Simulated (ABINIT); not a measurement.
PbS: optical-spectrum calculation (part 2 of 2)

Continued. System: PbS (Cmcm, 4 atoms in the cell). Method: Kohn-Sham DFT of a periodic cell, PBE, PseudoDojo NC SR PBE v0.4.1 standard, no spin polarisation (ABINIT 10.8.3); cutoff 653.07 eV, 8×8×8 k-mesh, fixed occupations. The structure derives from a Materials Project entry.

Geometry of the input (Å; fractional positions):
```
2.0800  -5.9913  0.0000
2.0800  5.9913  0.0000
0.0000  0.0000  4.2793
Pb 0.1306  0.8694  0.2500
Pb 0.8694  0.1306  0.7500
S  0.3548  0.6452  0.2500
S  0.6452  0.3548  0.7500
```

### Output, continued
```
--- !ResultsGS
iteration_state: {dtset: 1, }
comment   : Summary of ground state results
lattice_vectors:
- [  3.9305409, -11.3219102,   0.0000000, ]
- [  3.9305409,  11.3219102,   0.0000000, ]
- [  0.0000000,   0.0000000,   8.0867446, ]
lattice_lengths: [  11.98477,   11.98477,    8.08674, ]
lattice_angles: [ 90.000,  90.000, 141.710, ] # degrees, (23, 13, 12)
lattice_volume:   7.1974019E+02
convergence: {deltae:  6.821E-13, res2:  7.536E-14, residm:  2.365E-11, diffor: null, }
etotal    :  -1.62911385E+02
entropy   :   0.00000000E+00
fermie    :   1.38173750E-01
cartesian_stress_tensor: # hartree/bohr^3
- [ -2.02337998E-05,   0.00000000E+00,   0.00000000E+00, ]
- [  0.00000000E+00,  -3.96866842E-05,   0.00000000E+00, ]
- [  0.00000000E+00,   0.00000000E+00,  -1.81819750E-05, ]
pressure_GPa:   7.6595E-01
xred      :
- [  1.3056E-01,   8.6944E-01,   2.5000E-01, Pb]
- [  8.6944E-01,   1.3056E-01,   7.5000E-01, Pb]
- [  3.5480E-01,   6.4520E-01,   2.5000E-01,  S]
- [  6.4520E-01,   3.5480E-01,   7.5000E-01,  S]
cartesian_forces: # hartree/bohr
- [ -4.70918823E-19,   2.04473232E-03,  -0.00000000E+00, ]
- [  2.95741079E-20,  -2.04473232E-03,  -0.00000000E+00, ]
- [ -1.23082295E-19,  -2.72258429E-03,  -0.00000000E+00, ]
- [  5.64427010E-19,   2.72258429E-03,  -0.00000000E+00, ]
force_length_stats: {min:   2.04473232E-03, max:   2.72258429E-03, mean:   2.38365830E-03, }
...

 Integrated electronic density in atomic spheres:
 ------------------------------------------------
 Atom  Sphere_radius  Integrated_density
    1        2.00000         10.05431102
    2        2.00000         10.05431102
    3        2.00000          3.85955838
    4        2.00000          3.85955838
================================================================================

 ----iterations are completed or convergence reached----

 Mean square residual over all n,k,spin=   11.875E-15; max=  23.647E-12
 reduced coordinates (array xred) for    4 atoms
       0.130563350000      0.869436650000      0.250000000000
       0.869436650000      0.130563350000      0.750000000000
       0.354797090000      0.645202910000      0.250000000000
       0.645202910000      0.354797090000      0.750000000000
 rms dE/dt=  2.2257E-02; max dE/dt=  3.0825E-02; dE/dt below (all hartree)
    1       0.023150275751     -0.023150275751      0.000000000000
    2      -0.023150275751      0.023150275751      0.000000000000
    3      -0.030824854852      0.030824854852      0.000000000000
    4       0.030824854852     -0.030824854852      0.000000000000

 cartesian coordinates (angstrom) at end:
    1      2.07995269489433     4.42680928575885     1.06983023500000
    2      2.07995269489433    -4.42680928575885     3.20949070500000
    3      2.07995269489433     1.73990747887955     1.06983023500000
    4      2.07995269489433    -1.73990747887955     3.20949070500000

 cartesian forces (hartree/bohr) at end:
    1     -0.00000000000000     0.00204473232118    -0.00000000000000
    2      0.00000000000000    -0.00204473232118    -0.00000000000000
    3     -0.00000000000000    -0.00272258428751    -0.00000000000000
    4      0.00000000000000     0.00272258428751    -0.00000000000000
 frms,max,avg= 1.3900477E-03 2.7225843E-03   0.000E+00  0.000E+00  0.000E+00 h/b

 cartesian forces (eV/Angstrom) at end:
    1     -0.00000000000000     0.10514436346205    -0.00000000000000
    2      0.00000000000000    -0.10514436346205    -0.00000000000000
    3     -0.00000000000000    -0.14000091303727    -0.00000000000000
    4      0.00000000000000     0.14000091303727    -0.00000000000000
 frms,max,avg= 7.1479126E-02 1.4000091E-01   0.000E+00  0.000E+00  0.000E+00 e/A
 length scales= 11.984773800029 11.984773800029  8.086744581462 bohr
              =  6.342069168500  6.342069168500  4.279320940000 angstroms
 Fermi (or HOMO) energy (hartree) =   0.13817   Average Vxc (hartree)=  -0.36021
 Eigenvalues (hartree) for nkpt= 105  k points:
 kpt#   1, nband= 20, wtk=  0.00195, kpt=  0.0000  0.0000  0.0000 (reduced coord)
  -0.46637   -0.46246   -0.46228   -0.46184   -0.46077   -0.46022   -0.46019   -0.45988
  -0.45965   -0.45810   -0.34049   -0.27476   -0.11400   -0.07916   -0.01779    0.02879
   0.04919    0.07590    0.08243    0.11848
 prteigrs : prtvol=0 or 1, do not print more k-points.

--- !EnergyTerms
iteration_state     : {dtset: 1, }
comment             : Components of total free energy in Hartree
kinetic             :  7.68705601233641E+01
hartree             :  3.17021345474467E+01
xc                  : -4.63278610618547E+01
Ewald energy        : -1.09485257053139E+02
psp_core            :  5.95050427134121E+00
local_psp           : -9.57066340280874E+01
non_local_psp       : -2.59148314986360E+01
total_energy        : -1.62911384699565E+02
total_energy_eV     : -4.43304461292747E+03
band_energy         : -1.01239100673210E+01
...

 Cartesian components of stress tensor (hartree/bohr^3)
  sigma(1 1)= -2.02337998E-05  sigma(3 2)=  0.00000000E+00
  sigma(2 2)= -3.96866842E-05  sigma(3 1)=  0.00000000E+00
  sigma(3 3)= -1.81819750E-05  sigma(2 1)=  0.00000000E+00

-Cartesian components of stress tensor (GPa)         [Pressure=  7.6595E-01 GPa]
- sigma(1 1)= -5.95298942E-01  sigma(3 2)=  0.00000000E+00
- sigma(2 2)= -1.16762256E+00  sigma(3 1)=  0.00000000E+00
- sigma(3 3)= -5.34932173E-01  sigma(2 1)=  0.00000000E+00

================================================================================
== DATASET  2 ==================================================================

--- !DatasetInfo
iteration_state: {dtset: 2, }
dimensions: {natom: 4, nkpt: 105, mband: 32, nsppol: 1, nspinor: 1, nspden: 1, mpw: 4076, }
cutoff_energies: {ecut:  24.0, pawecutdg:  -1.0, }
electrons: {nelect:   4.00000000E+01, charge:   0.00000000E+00, occopt:   1.00000000E+00, tsmear:   1.00000000E-02, }
meta: {optdriver: 0, ionmov: 0, optcell: 0, iscf: -2, paral_kgb: 0, }
...

 mkfilename : getden/=0, take file _DEN from output of DATASET   1.

 Exchange-correlation functional for the present dataset will be:
  GGA: Perdew-Burke-Ernzerhof functional - ixc=11
  J.P.Perdew, K.Burke, M.Ernzerhof, PRL 77, 3865 (1996)

 Real(R)+Recip(G) space primitive vectors, cartesian coordinates (Bohr,Bohr^-1):
 R(1)=  3.9305409-11.3219102  0.0000000  G(1)=  0.1272090 -0.0441622  0.0000000
 R(2)=  3.9305409 11.3219102  0.0000000  G(2)=  0.1272090  0.0441622  0.0000000
 R(3)=  0.0000000  0.0000000  8.0867446  G(3)=  0.0000000  0.0000000  0.1236592
 Unit cell volume ucvol=  7.1974019E+02 bohr^3
 Angles (23,13,12)=  9.00000000E+01  9.00000000E+01  1.41709848E+02 degrees

 getcut: wavevector=  0.0000  0.0000  0.0000  ngfft=  54  54  36
         ecut(hartree)=     24.000   => boxcut(ratio)=   2.01864
--------------------------------------------------------------------------------

================================================================================
 Non-SCF case, kpt    1 (  0.00000  0.00000  0.00000), residuals and eigenvalues=
  3.73E-13  3.16E-13  5.06E-13  5.19E-13  3.81E-13  4.36E-13  4.38E-13  1.92E-13
  3.67E-13  5.12E-13  7.42E-13  3.44E-13  8.71E-13  9.35E-13  8.51E-13  6.20E-13
  5.23E-13  8.36E-13  8.16E-13  4.78E-13  7.25E-13  7.42E-13  5.56E-13  7.97E-13
  3.93E-13  9.98E-13  7.89E-13  4.75E-13  9.82E-12  1.17E-06  1.14E-05  1.28E-05
 -4.6637E-01 -4.6246E-01 -4.6228E-01 -4.6184E-01 -4.6077E-01 -4.6022E-01
 -4.6019E-01 -4.5988E-01 -4.5965E-01 -4.5810E-01 -3.4049E-01 -2.7476E-01
 -1.1400E-01 -7.9160E-02 -1.7787E-02  2.8787E-02  4.9193E-02  7.5903E-02
  8.2431E-02  1.1848E-01  3.0706E-01  3.0995E-01  3.1556E-01  3.4105E-01
  3.4957E-01  3.5002E-01  3.6031E-01  3.9262E-01  4.0860E-01  4.7982E-01
  4.9813E-01  5.0887E-01
 prteigrs : prtvol=0 or 1, do not print more k-points.

--- !ResultsGS
iteration_state: {dtset: 2, }
comment   : Summary of ground state results
lattice_vectors:
- [  3.9305409, -11.3219102,   0.0000000, ]
- [  3.9305409,  11.3219102,   0.0000000, ]
- [  0.0000000,   0.0000000,   8.0867446, ]
lattice_lengths: [  11.98477,   11.98477,    8.08674, ]
lattice_angles: [ 90.000,  90.000, 141.710, ] # degrees, (23, 13, 12)
lattice_volume:   7.1974019E+02
convergence: {deltae:  0.000E+00, res2:  0.000E+00, residm:  9.990E-13, diffor:  0.000E+00, }
etotal    :  -1.62911385E+02
entropy   :   0.00000000E+00
fermie    :   1.38173750E-01
cartesian_stress_tensor: null
pressure_GPa: null
xred      :
- [  1.3056E-01,   8.6944E-01,   2.5000E-01, Pb]
- [  8.6944E-01,   1.3056E-01,   7.5000E-01, Pb]
- [  3.5480E-01,   6.4520E-01,   2.5000E-01,  S]
- [  6.4520E-01,   3.5480E-01,   7.5000E-01,  S]
cartesian_forces: null
force_length_stats: {min: null, max: null, mean: null, }
...

 Integrated electronic density in atomic spheres:
 ------------------------------------------------
 Atom  Sphere_radius  Integrated_density
    1        2.00000         10.05431102
    2        2.00000         10.05431102
    3        2.00000          3.85955838
    4        2.00000          3.85955838
================================================================================

 ----iterations are completed or convergence reached----

 Mean square residual over all n,k,spin=   56.191E-14; max=  99.898E-14
 reduced coordinates (array xred) for    4 atoms
       0.130563350000      0.869436650000      0.250000000000
       0.869436650000      0.130563350000      0.750000000000
       0.354797090000      0.645202910000      0.250000000000
       0.645202910000      0.354797090000      0.750000000000

 cartesian coordinates (angstrom) at end:
    1      2.07995269489433     4.42680928575885     1.06983023500000
    2      2.07995269489433    -4.42680928575885     3.20949070500000
    3      2.07995269489433     1.73990747887955     1.06983023500000
    4      2.07995269489433    -1.73990747887955     3.20949070500000
 length scales= 11.984773800029 11.984773800029  8.086744581462 bohr
              =  6.342069168500  6.342069168500  4.279320940000 angstroms
 Eigenvalues (hartree) for nkpt= 105  k points:
 kpt#   1, nband= 32, wtk=  0.00195, kpt=  0.0000  0.0000  0.0000 (reduced coord)
  -0.46637   -0.46246   -0.46228   -0.46184   -0.46077   -0.46022   -0.46019   -0.45988
  -0.45965   -0.45810   -0.34049   -0.27476   -0.11400   -0.07916   -0.01779    0.02879
   0.04919    0.07590    0.08243    0.11848    0.30706    0.30995    0.31556    0.34105
   0.34957    0.35002    0.36031    0.39262    0.40860    0.47982    0.49813    0.50887
 prteigrs : prtvol=0 or 1, do not print more k-points.

================================================================================
== DATASET  3 ==================================================================

--- !DatasetInfo
iteration_state: {dtset: 3, }
dimensions: {natom: 4, nkpt: 105, mband: 28, nsppol: 1, nspinor: 1, nspden: 1, mpw: 4076, }
cutoff_energies: {ecut:  24.0, pawecutdg:  -1.0, }
electrons: {nelect:   4.00000000E+01, charge:   0.00000000E+00, occopt:   1.00000000E+00, tsmear:   1.00000000E-02, }
meta: {optdriver: 8, wfk_task: 7, }
...

 mkfilename : getwfk/=0, take file _WFK from output of DATASET   2.

 Exchange-correlation functional for the present dataset will be:
  GGA: Perdew-Burke-Ernzerhof functional - ixc=11
  J.P.Perdew, K.Burke, M.Ernzerhof, PRL 77, 3865 (1996)

--------------------------------------------------------------------------------

 Computation of velocity matrix elements (DDK)

 Parameters extracted from the Abinit header:
    ecut:     24.0
    nkpt:    512
    mband:   32
    nsppol:  1
    nspinor: 1
    useylm:  0
    inclvkb: 2
    bmin: 1, bmax: 32
    Computing diagonal and off-diagonal matrix elements
    Between band index bmin: 1, bmax: 32

== END DATASET(S) ==============================================================
================================================================================

 -outvars: echo values of variables after computation  --------
            acell      1.1984773800E+01  1.1984773800E+01  8.0867445815E+00 Bohr
           etotal1    -1.6291138470E+02
           etotal3     0.0000000000E+00
            fcart1    -4.7091882321E-19  2.0447323212E-03 -0.0000000000E+00
                       2.9574107859E-20 -2.0447323212E-03 -0.0000000000E+00
                      -1.2308229482E-19 -2.7225842875E-03 -0.0000000000E+00
                       5.6442701017E-19  2.7225842875E-03 -0.0000000000E+00
            fcart3     0.0000000000E+00  0.0000000000E+00  0.0000000000E+00
                       0.0000000000E+00  0.0000000000E+00  0.0000000000E+00
                       0.0000000000E+00  0.0000000000E+00  0.0000000000E+00
                       0.0000000000E+00  0.0000000000E+00  0.0000000000E+00
            rprim      3.2796121260E-01 -9.4469118920E-01  0.0000000000E+00
                       3.2796121260E-01  9.4469118920E-01  0.0000000000E+00
                       0.0000000000E+00  0.0000000000E+00  1.0000000000E+00
           strten1    -2.0233799776E-05 -3.9686684217E-05 -1.8181975000E-05
                       0.0000000000E+00  0.0000000000E+00  0.0000000000E+00
           strten3     0.0000000000E+00  0.0000000000E+00  0.0000000000E+00
                       0.0000000000E+00  0.0000000000E+00  0.0000000000E+00
           xangst      2.0799526949E+00  4.4268092858E+00  1.0698302350E+00
                       2.0799526949E+00 -4.4268092858E+00  3.2094907050E+00
                       2.0799526949E+00  1.7399074789E+00  1.0698302350E+00
                       2.0799526949E+00 -1.7399074789E+00  3.2094907050E+00
             xred      1.3056335000E-01  8.6943665000E-01  2.5000000000E-01
                       8.6943665000E-01  1.3056335000E-01  7.5000000000E-01
                       3.5479709000E-01  6.4520291000E-01  2.5000000000E-01
                       6.4520291000E-01  3.5479709000E-01  7.5000000000E-01
 Calculation completed.
```

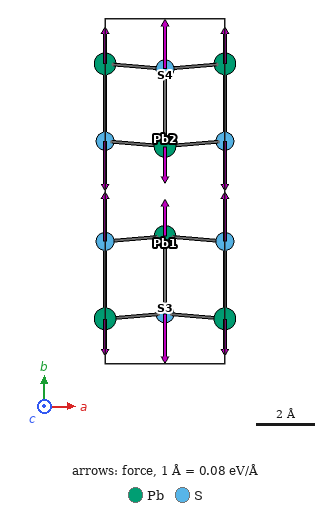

Fig. 1: Forces on the atoms as pink arrows (ball-and-stick view of the cell 2 times as large as that of the calculation, set on its symmetry axes, along the c axis; atoms are numbered from 1 in the order of the input). The largest act on S3, S4 (0.14 eV/Å); Pb1, Pb2 (0.11 eV/Å). The geometry is not a stationary point of this energy.

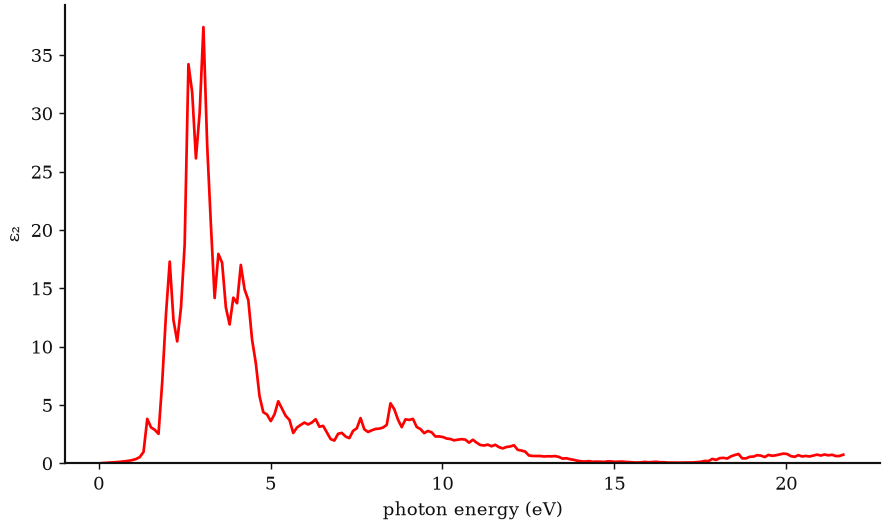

Fig. 2: Imaginary part of the dielectric function (first component that the program prints). The highest peak, 37.4, lies at 3.05 eV.

### Summary

| quantity | value |
| --- | --- |
| outcome | converged |
| space group (tolerance 0.01 Å) | Cmcm (63) |
| electrons treated | 40 |
| free energy | −4433.0446 eV |
| Fermi energy | 3.760 eV |
| pressure | 0.77 GPa |
| largest force (length of the vector) | 0.140 eV/Å |
| hardware | 1 thread of Arm Neoverse V2, 24 GiB of memory available, shared host |
| wall time | 12 min |
| peak memory | 1.1 GiB |

Points of doubt noted for this run: cutoff too low for stress. Spin–orbit coupling is left out, which matters for Pb.
